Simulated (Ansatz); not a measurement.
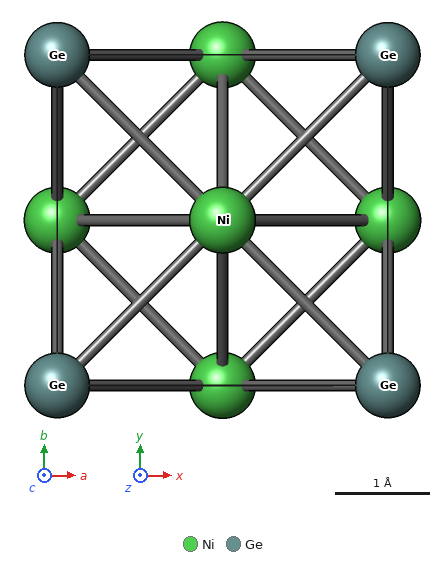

Crystalline Ni3Ge (Pm-3m): the cell is strained in shear in the xy plane, with the atoms kept at their fractional coordinates. x, y and z are the Cartesian axes of the input. The picture shows the reference cell. Style: ball-and-stick. Shown: the cell of the calculation, along the c axis.

The calculation used DFT PBEsol, scalar-relativistic, plane waves, PAW (Ansatz). Set-up: plane-wave cutoff 420 eV; k-point mesh 14 × 14 × 14; occupations gaussian; smearing width 0.15 eV; no spin polarisation. Energies (free energies at the smearing named) are counted from the relaxed crystal.

```
Ni Ge
1.0
     3.52491    0.00000    0.00000
     0.00000    3.52491    0.00000
     0.00000    0.00000    3.52491
Ni Ge
3 1
Direct
  0.50000 0.00000 0.50000
  0.00000 0.50000 0.50000
  0.50000 0.50000 0.00000
  0.00000 0.00000 0.00000
```

> What energies does the calculation give (the strain: −0.040, −0.030, −0.020, −0.010, 0.000, 0.005, 0.010, 0.015, 0.020, 0.025, 0.030, 0.035, 0.040)?

| engineering shear strain | E − E(ref) (meV/atom) |
| --- | --- |
| −0.040 | 6.68 |
| −0.030 | 3.75 |
| −0.020 | 1.67 |
| −0.010 | 0.42 |
| 0.000 | 0.00 |
| 0.005 | 0.10 |
| 0.010 | 0.42 |
| 0.015 | 0.94 |
| 0.020 | 1.67 |
| 0.025 | 2.60 |
| 0.030 | 3.75 |
| 0.035 | 5.11 |
| 0.040 | 6.68 |

Points that are alike by symmetry were computed once.

The lowest computed point lies at the strain 0.00 (0.00 meV/atom). The curvature at zero strain, (1/V) d²E/dε², is about 120 GPa; it is C₆₆ with clamped ions. The distortion takes the space group from Pm-3m to Cmmm. At the strain −0.04 the cell of the drawing goes a 3.525 → 3.526 Å, b 3.525 → 3.526 Å, γ 90.0° → 92.3°.

The computed profile (hollow markers are points alike by symmetry):

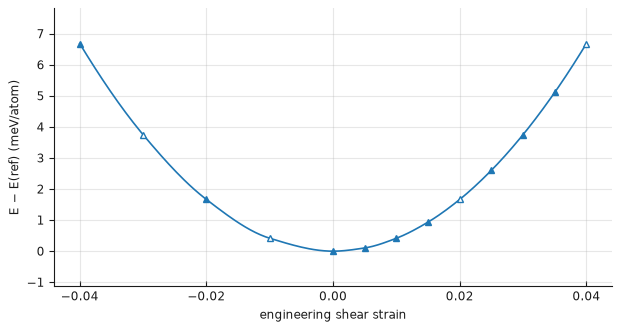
